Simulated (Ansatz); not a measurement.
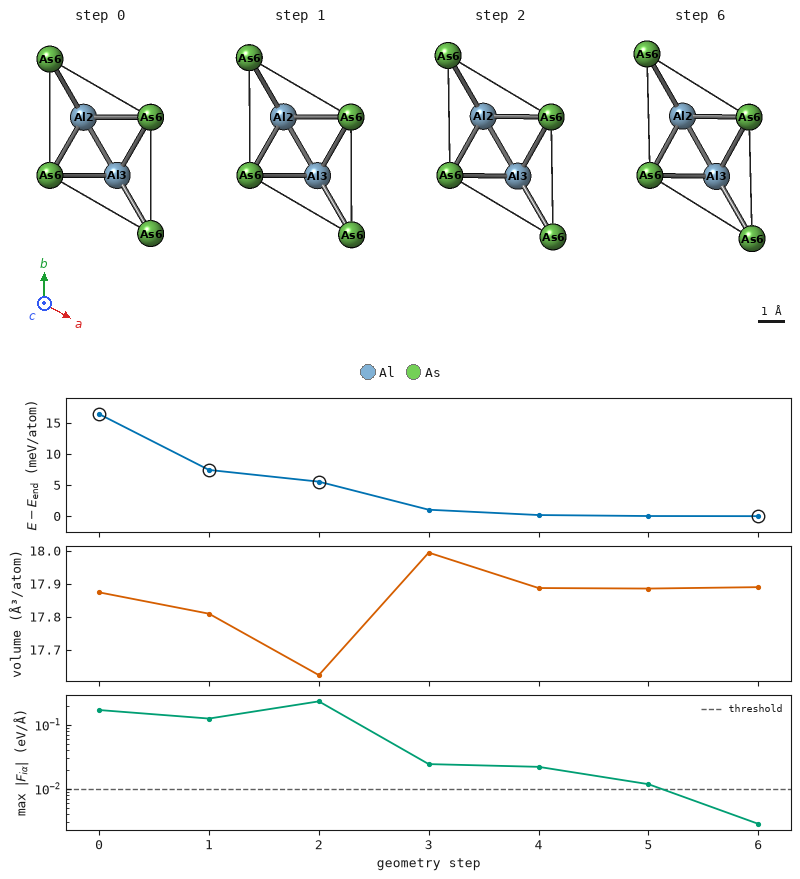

Frames of a relaxation of a crystal of Al₅As (a generated structure, set up in P6/mmm), marked on the history of the run. A ball-and-stick model of the cell of the calculation, seen along the c axis.

Method: Ansatz, DFT PBE, scalar-relativistic, plane waves, PAW; settings changed.

Input
```yaml
crystal:
  lattice:
    - [4.587333846, 0.0, 0.0]
    - [-2.293666923, 3.9727476463, 0.0]
    - [0.0, 0.0, 5.8846928378]
  atoms:
    - { symbol: Al, position: [0.3333333333, 0.6666666667, 0.2474774115] }
    - { symbol: Al, position: [0.3333333333, 0.6666666667, 0.7525225885] }
    - { symbol: Al, position: [0.6666666667, 0.3333333333, 0.7525225885] }
    - { symbol: Al, position: [0.6666666667, 0.3333333333, 0.2474774115] }
    - { symbol: Al, position: [0.0, 0.0, 0.5] }
    - { symbol: As, position: [0.0, 0.0, 0.0] }
basis:
  ecutwfc: 420
kpoints:
  mp_grid: { grid: [12, 11, 7] }
hamiltonian:
  xc: pbe
scf:
  occupations: { method: gaussian, width: 0.1 }
  max_iter: 100
output:
  forces: true
  eigenvalues: true
  stress: true
relax:
  adjacent_minimum: "off"
  f_tol: 0.01
  max_steps: 80
  cell: { stress_tol: 0.05 }
```

Run as
```bash
ansatz run input.yaml --threads 1 --pin off --max-ram 2560MiB --backend cpu --events-out ev --progress --plain --runs-dir out
```

> Describe the path.

The run was cut off at its time limit before the program reported convergence, but its last step already meets the force threshold: the largest component is 0.0028 eV/Å against 0.01 eV/Å. The pressure is within 0.01 GPa of its target. The input was poor on purpose: a mesh that breaks the symmetry. The energy falls by 16.4 meV per atom in 6 geometry steps. The largest force component goes from 0.17 to 0.0028 eV/Å. The pressure goes from 0.34 to 0.00 GPa. The largest moves relative to the cell, 0.046 Å, are those of Al1, Al2, Al3 and Al4. Al4 goes along [−2 1 2]. As stays in place. The volume changes by +0.1 %, with a 4.587 → 4.739 Å (+3.3 %), b 4.587 → 4.794 Å (+4.5 %), c 5.885 → 5.645 Å (−4.1 %), γ 120.0° → 123.2°. Near-neighbour distances that change, for instance: Al1–Al2 2.972 → 2.789 Å, Al1–As6 3.022 → 3.169 Å, Al5–As6 2.942 → 2.823 Å, Al1–Al5 3.037 → 3.154 Å. Bond angles that change, for instance: Al4–Al1–Al4 120.0° → 114.3°, Al4–Al1–Al4 120.0° → 123.8°. The space group (tolerance 0.01 Å) goes from P6/mmm (No. 191) to P2/m (No. 10). The run took 3.5 min on 1 thread of Intel(R) Xeon(R) CPU @ 2.80GHz (Skylake/Cascade Lake) (shared host), peak memory 0.8 GiB. From step 0 to 1: Al atoms move most (0.05 Å), volume −0.4 %, energy −9.0 meV per atom. From step 1 to 2: volume −1.0 %, energy −1.9 meV per atom. From step 2 to 6: Al atoms move most (0.03 Å), volume +1.5 %, energy −5.5 meV per atom.

```csv
step,"E − E(0), meV/atom","largest force component, eV/Å","pressure, GPa","volume, Å³/atom"
0,0.00,0.1709,0.34,17.874
1,-8.98,0.1256,0.36,17.809
2,-10.86,0.2336,1.08,17.623
3,-15.38,0.0243,-0.44,17.995
4,-16.23,0.0220,-0.03,17.887
5,-16.39,0.0118,0.02,17.886
6,-16.41,0.0028,0.00,17.890
```
